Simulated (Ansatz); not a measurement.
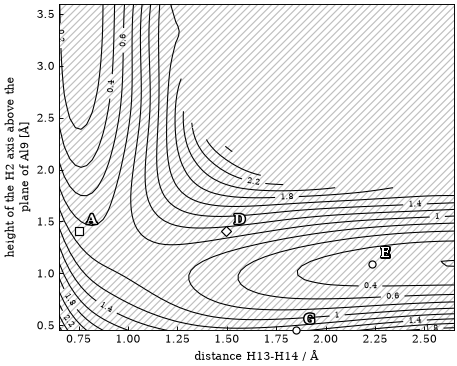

H₂ on an Al(100) slab cut from the Fm-3m phase, its upper half relaxed before the scan (12 atoms of substrate and one adsorbate in a 2 × 2 cell). H2 lies flat over one site of a rigid substrate while its bond length and height are varied; it sits over a hollow of the top layer over the deeper atom Al5, heights counted from the top plane, its axis along the second surface vector. Coordinates scanned: (1) distance H13-H14; (2) height of the H2 axis above the plane of Al9. The grid has 8 × 9 points. At 15 points there is no value (left out: too close to the surface, or the stretched molecule far from it). Points are written as (first, second). Energies: eV, counted from the lowest grid point. Computed with DFT PBE, scalar-relativistic, plane waves, PAW (Ansatz). Settings: cutoff 420 eV, k-mesh 5×5×1, gaussian smearing 0.1 eV, no spin polarisation.

The picture shows contour lines labelled in eV, hatched blanks where no value was computed, lettered points. Between grid points the surface is interpolated.

Rank the lettered points by energy, lowest first.

Answer. E (0.26 eV), A (0.89 eV), D (1.13 eV), G (1.36 eV).

PAW datasets: the set soft_1.
